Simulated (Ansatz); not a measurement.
# Band-structure calculation, with input and output: La$_{2}$O$_{3}$ (part 1 of 2)

- system: La$_{2}$O$_{3}$ (5 atoms in the cell)
- method: DFT PBE, spin-orbit coupling, plane waves, PAW (Ansatz 0.2.0)

The structure derives from an entry of the Crystallography Open Database. It belongs to a series of runs on one base structure; here: spin-orbit coupling: bands, spin texture, Fermi surface. Figures and captions count atoms from 1; the log counts them from 0 in places.

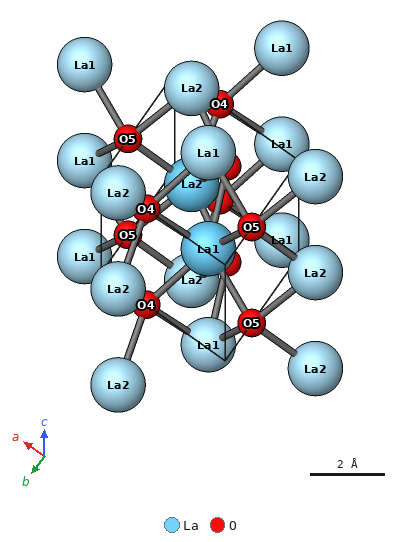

Figure 1. The input geometry (ball-and-stick view of the cell of the calculation, seen at an oblique angle; neighbours outside the cell are drawn fainter; atoms are numbered from 1 in the order of the input).

The input
```yaml
crystal:
  lattice:
    - [5.4535132611, 0.0, 0.0]
    - [-2.7267566306, 4.7228810239, 0.0]
    - [0.0, 0.0, 3.1782172957]
  atoms:
    - { symbol: La, position: [0.3333333333, 0.6666666667, 0.4997022647] }
    - { symbol: La, position: [0.6666666667, 0.3333333333, 0.5002977353] }
    - { symbol: O, position: [0.3624504473, 0.3624504473, 0.0] }
    - { symbol: O, position: [0.6375495527, 0.0, 0.0] }
    - { symbol: O, position: [0.0, 0.6375495527, 0.0] }
basis:
  ecutwfc: 420
  ecutrho_ratio: 4
kpoints:
  mp_grid: { grid: [6, 6, 8] }
  band_path:
    path:
      - [[0.0, 0.0, 0.0], [0.5, 0.0, 0.0], [0.33333333, 0.33333333, 0.0], [0.0, 0.0, 0.0], [0.0, 0.0, 0.5], [0.5, 0.0, 0.5], [0.33333333, 0.33333333, 0.5], [0.0, 0.0, 0.5]]
      - [[0.5, 0.0, 0.5], [0.5, 0.0, 0.0]]
      - [[0.33333333, 0.33333333, 0.5], [0.33333333, 0.33333333, 0.0]]
    npoints: 10
hamiltonian:
  xc: pbe
scf:
  occupations: { method: gaussian, width: 0.05 }
output:
  forces: true
  stress: true
  eigenvalues: true
  populations: true
  hubbard: { sites: [{ species: La, l: f }] }
  eigenstates:
    nscf_kmesh: { grid: [8, 8, 10] }
    de_dk: true
    e_range: [-2.5, 4.039090174211]
  write_density: true
  write_potential: true
  elf: true
  volumetric_format: npy
magnetization:
  noncollinear: true
  spin_orbit: true
```

Machine: 8 threads of Arm Neoverse V2, 24 GiB of memory available, shared host.

Run as:
```bash
ansatz run input.yaml --threads 8 --pin off --max-ram 15360MiB --backend cpu --events-out ev --progress --plain --runs-dir out
```

What the program printed
```
La: projections on atomic orbitals take those of the free atom [Kr 4d10] 4f0 5s2 5p6 5d1 6s2, of charge +0.00 (hamiltonian.pseudopotentials.projection_atoms); the dataset's partial waves leave at most 8.5e-6 of an orbital's norm unspanned inside its sphere
Engine: ansatz 0.2.0, aarch64-unknown-linux-gnu
Pseudopotentials: kind: paw_fr
Pseudopotential: La, paw_fr, valence charge 11, recommended cutoff 420 eV (normal), La.paw.azcp#standard-fr
Pseudopotential: O, paw_fr, valence charge 6, recommended cutoff 420 eV (normal), O.paw.azcp#standard-fr
Functional definition: PBE
  parameter kappa = 0.804
  parameter beta = 0.06672455060314922
  exchange = pbe_x(kappa = kappa, mu = beta*pi^2/3)
  correlation = pbe_c(beta = beta)
non-collinear run that drives no moment, with spin-orbit: no starting moment large enough to seed its density (crystal.atoms[].spin), no starting occupations that ask for one, no magnetisation constraint and no magnetic field, so the semilocal B_xc is pinned to zero
Crystal: 5 atoms, lattice volume = 81.859 Å³
Basis set: ecut = 420 eV, 1589 PW (Γ), exchange–correlation on 80×80×48 points (8 copies of the dense FFT grid, shifted against one another)
Bands: 50, of which v1, the nominal top of the filled ones, is band 40 counted from 1 (39 counted from 0)
Symmetry: 6 space group operations + 6 with time reversal
Magnetic group: BNS 150.26 (UNI 1256), of the structure as read, at distance tolerance 4.3e-5 Å
k-points: 44 of 288 (time reversal used)
Projection manifold: j_resolved (fully-relativistic pseudo-atomic orbitals)
Non-local potential: La, projectors of the file, l = 0: 3, l = 1: 4, l = 2: 4, l = 3: 6
Non-local potential: O, projectors of the file, l = 0: 2, l = 1: 4, l = 2: 2
PAW form: soft (Blöchl's): semilocal exchange-correlation on the pseudo side does not see the compensation charge
PAW one-centre angular grid: La, 590 points (default); XC on 64 Gauss nodes
PAW one-centre angular grid: O, 110 points (default); XC on 64 Gauss nodes
Initial density: superposition of atomic densities (chi_scale 0.1, normalization cell, long waves kept (reshape's long-wave potential 0.01 eV rms))
Initial wavefunctions: pseudopotential atomic-orbital guess
Functional: x = pbe(κ = 0.804, μ = 0.2195149727645171), c = pbe(β = 0.06672455060314922)
SCF iter   1: F=—  HF=-14220.707730 eV  |F-HF|=—  |Δ(HF+E_count)|=         —  Δρ=6.60e-2  dr2=5.91e0  dr2_m=0.00e0 (ungated)  ethr=3.10e-3  |M|=0.00e0 ∫|m|=0.00e0 μB  |m|>n=0.0e0 m-floor=0.0e0 τ_xc=0.0e0  β_m=0.30  ⟨swp⟩=4.4  Hψ=12379  notcnv=0
preconditioner: auto → Resta (q_TF=auto, 2.421 Å⁻¹)  ε∞=5.6  [insulator: Δε(μ)=0.825 eV  Ē_g=11.524 eV  σ=0.050 eV  W_gap=1.00  n_scr=26 (ndim 8)  ℏωp=24.6 eV  f_vac=0.000  D(μ)=0.00/eV (n_scr^D=0)  ε∞_Penn≈5.6]
spin=Noncollinear: Resta preconditioning applied to the charge; magnetization (m_x, m_y, m_z) channels mix plain (no charge-response kernel on spin).
SCF iter   2: F=—  HF=-14219.828666 eV  |F-HF|=—  |Δ(HF+E_count)|=   8.79e-1  Δρ=3.40e-2  dr2=2.28e0  dr2_m=0.00e0 (ungated)  ethr=3.10e-3  |M|=0.00e0 ∫|m|=0.00e0 μB  |m|>n=0.0e0 m-floor=0.0e0 τ_xc=0.0e0  β_m=0.43  ⟨swp⟩=4.4  Hψ=4212  notcnv=0  defer=172
SCF iter   3: F=—  HF=-14219.355125 eV  |F-HF|=—  |Δ(HF+E_count)|=   4.74e-1  Δρ=2.04e-2  dr2=8.51e-1  dr2_m=0.00e0 (ungated)  ethr=3.10e-3  |M|=0.00e0 ∫|m|=0.00e0 μB  |m|>n=0.0e0 m-floor=0.0e0 τ_xc=0.0e0  β_m=0.56  ⟨swp⟩=4.4  Hψ=3636  notcnv=0  defer=174
SCF iter   4: F=—  HF=-14219.126111 eV  |F-HF|=—  |Δ(HF+E_count)|=   2.29e-1  Δρ=6.63e-3  dr2=5.11e-2  dr2_m=0.00e0 (ungated)  ethr=2.13e-3  |M|=0.00e0 ∫|m|=0.00e0 μB  |m|>n=0.0e0 m-floor=0.0e0 τ_xc=0.0e0  β_m=0.78  ⟨swp⟩=7.2  Hψ=5231  notcnv=0  defer=183
SCF iter   5: F=—  HF=-14219.145832 eV  |F-HF|=—  |Δ(HF+E_count)|=   1.97e-2  Δρ=2.25e-3  dr2=4.13e-3  dr2_m=0.00e0 (ungated)  ethr=1.28e-4  |M|=0.00e0 ∫|m|=0.00e0 μB  |m|>n=0.0e0 m-floor=0.0e0 τ_xc=0.0e0  β_m=0.89  ⟨swp⟩=3.7  Hψ=3824  notcnv=0  defer=181
SCF iter   6: F=—  HF=-14219.150800 eV  |F-HF|=—  |Δ(HF+E_count)|=   4.97e-3  Δρ=5.55e-4  dr2=3.15e-4  dr2_m=0.00e0 (ungated)  ethr=1.03e-5  |M|=0.00e0 ∫|m|=0.00e0 μB  |m|>n=0.0e0 m-floor=0.0e0 τ_xc=0.0e0  β_m=0.95  ⟨swp⟩=3.1  Hψ=3913  notcnv=0  defer=174
SCF iter   7: F=—  HF=-14219.151581 eV  |F-HF|=—  |Δ(HF+E_count)|=   7.82e-4  Δρ=1.37e-4  dr2=2.11e-5  dr2_m=0.00e0 (ungated)  ethr=7.88e-7  |M|=0.00e0 ∫|m|=0.00e0 μB  |m|>n=0.0e0 m-floor=0.0e0 τ_xc=0.0e0  β_m=0.97  ⟨swp⟩=2.8  Hψ=3885  notcnv=0  defer=174
SCF iter   8: F=—  HF=-14219.151657 eV  |F-HF|=—  |Δ(HF+E_count)|=   7.51e-5  Δρ=2.94e-5  dr2=6.39e-7  dr2_m=0.00e0 (ungated)  ethr=5.28e-8  |M|=0.00e0 ∫|m|=0.00e0 μB  |m|>n=0.0e0 m-floor=0.0e0 τ_xc=0.0e0  β_m=0.99  ⟨swp⟩=2.9  Hψ=3721  notcnv=0  defer=173
SCF iter   9: F=—  HF=-14219.151742 eV  |F-HF|=—  |Δ(HF+E_count)|=   8.57e-5  Δρ=1.16e-5  dr2=9.54e-8  dr2_m=0.00e0 (ungated)  ethr=1.60e-9  |M|=0.00e0 ∫|m|=0.00e0 μB  |m|>n=0.0e0 m-floor=0.0e0 τ_xc=0.0e0  β_m=0.99  ⟨swp⟩=2.8  Hψ=3886  notcnv=0  defer=173
SCF iter  10: F=—  HF=-14219.151742 eV  |F-HF|=—  |Δ(HF+E_count)|=   2.44e-8  Δρ=2.76e-6  dr2=5.32e-9  dr2_m=0.00e0 (ungated)  ethr=2.38e-10  |M|=0.00e0 ∫|m|=0.00e0 μB  |m|>n=0.0e0 m-floor=0.0e0 τ_xc=0.0e0  β_m=0.95  ⟨swp⟩=2.8  Hψ=3637  notcnv=0  defer=173
SCF iter  11: F=—  HF=-14219.151742 eV  |F-HF|=—  |Δ(HF+E_count)|=   1.16e-9  Δρ=4.42e-7  dr2=1.53e-10  dr2_m=0.00e0 (ungated)  ethr=1.33e-11  |M|=0.00e0 ∫|m|=0.00e0 μB  |m|>n=0.0e0 m-floor=0.0e0 τ_xc=0.0e0  β_m=0.97  ⟨swp⟩=2.0  Hψ=2864  notcnv=0  defer=173
SCF iter  12: F=—  HF=-14219.151742 eV  |F-HF|=—  |Δ(HF+E_count)|=  2.93e-10  Δρ=1.16e-7  dr2=1.10e-11  dr2_m=0.00e0 (ungated)  ethr=1.00e-12  |M|=0.00e0 ∫|m|=0.00e0 μB  |m|>n=0.0e0 m-floor=0.0e0 τ_xc=0.0e0  β_m=0.99  ⟨swp⟩=2.2  Hψ=3505  notcnv=0  defer=173
SCF iter  13: F=-14219.151742 eV  HF=-14219.151742 eV  |F-HF|=5.46e-12  |Δ(HF+E_count)|=  2.00e-11  Δρ=2.65e-8  dr2=7.19e-13  dr2_m=0.00e0 (ungated)  ethr=1.00e-12  |M|=0.00e0 ∫|m|=0.00e0 μB  |m|>n=0.0e0 m-floor=0.0e0 τ_xc=0.0e0  ⟨swp⟩=25.6  Hψ=16760  notcnv=0
SCF 1 converged in 13 iterations: F = -14219.151742 eV  dr2 = 7.19e-13
  greatest PAW one-centre occupation: 0.972 electrons in one spin orbital (limit 2), on the La atom at site 1 (counted from 0), in its partial waves of l = 0
```

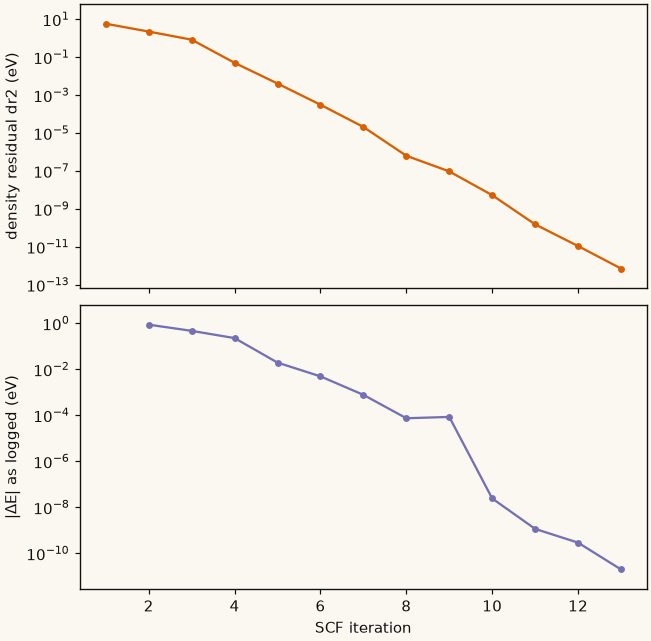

Figure 2. Convergence of the self-consistent field: density residual dr2 and size of the energy change against the SCF iteration. The residual falls at every step.

```
NSCF: frozen V_eff on 93 k-points
NSCF: frozen V_eff on 80 k-points
SCF converged after 13 iterations
Magnetization: |M| = 0.0000 μB,  M = (+0.0000, +0.0000, +0.0000) μB
Absolute magnetization: 0.0000 μB (∫|m|)
  site 0: m = (+0.0000, +0.0000, +0.0000) μB, |m| = 0.0000 μB  (R = 0.97 Å)
  site 1: m = (+0.0000, +0.0000, +0.0000) μB, |m| = 0.0000 μB  (R = 0.97 Å)
  site 2: m = (+0.0000, +0.0000, +0.0000) μB, |m| = 0.0000 μB  (R = 0.97 Å)
  site 3: m = (+0.0000, +0.0000, +0.0000) μB, |m| = 0.0000 μB  (R = 0.97 Å)
  site 4: m = (+0.0000, +0.0000, +0.0000) μB, |m| = 0.0000 μB  (R = 0.97 Å)
Free energy (F): -14219.151742 eV
Harris-Foulkes:  -14219.151742 eV  (|F-HF|=5.46e-12)
Internal energy: -14219.151742 eV  (E = F + TS)
E sigma→0 (E₀):  -14219.151742 eV
Fermi energy:    11.075199 eV
--- Per-component energies (eV) ---
  E_band       = -25.969334
  E_kinetic    = 929.645542
  E_local      = -1896.412274  (includes V_loc(G=0)·N_el)
  E_nonlocal   = 338.551738
  E_hartree    = 713.913461
  E_xc         = -507.944312
  E_vxc        = -588.013309  (∫ρ·V_xc dr)
  E_paw        = -11319.862114  (= ΣΔE_a)
  E_vpaw       = -237.575233  (= ΣTr[D̂ρ^β])
  E_aug_tail   = 0.007301  (compensation charges beyond the density's cutoff)
  E_ewald      = -2477.051084
  E_smearing   = -0.000000  (= −TS)
  E_closure    = 0.000000  (closes the sum)
  Σ components = -14219.151742   (vs F -14219.151742, Δ=0.00e0)
--- Forces (eV/Å), atoms counted from 1 ---
  atom   1  La    -0.00000000    -0.00000000     0.00266706
  atom   2  La     0.00000000     0.00000000    -0.00266706
  atom   3  O      0.00200879     0.00347932     0.00000000
  atom   4  O     -0.00401758    -0.00000000    -0.00000000
  atom   5  O      0.00200879    -0.00347932     0.00000000
  max |Σ_I F_I| component: 2.08e-17 eV/Å
--- Stress (GPa, compression-positive) ---
       22.279675       0.000000      -0.000000
        0.000000      22.279675      -0.000000
        0.000000      -0.000000      22.236956
  P = ⅓ Tr σ = 22.2654 GPa (222.654 kbar)
--- Band table (eV; the first three rows and the last of 44) ---
  k-point 0: bands = ["-20.8714", "-20.8714", "-20.0875", "-20.0875", "-8.7757", "-8.7757", "-8.2451", "-8.2451", "-6.1986", "-6.1986", "-5.5657", "-5.5657", "-3.8005", "-3.8005", "-3.6445", "-3.6445", "-2.6201", "-2.6201", "-1.6814", "-1.6814", "-1.2963", "-1.2963", "6.7717", "6.7717", "7.1557", "7.1557", "7.1665", "7.1665", "7.7902", "7.7902", "8.1054", "8.1054", "8.1836", "8.1836", "8.4526", "8.4526", "8.6125", "8.6125", "9.4908", "9.4908", "11.8441", "11.8441", "13.6548", "13.6548", "14.1381", "14.1381", "14.1557", "14.1557", "14.8216", "14.8216"]
```
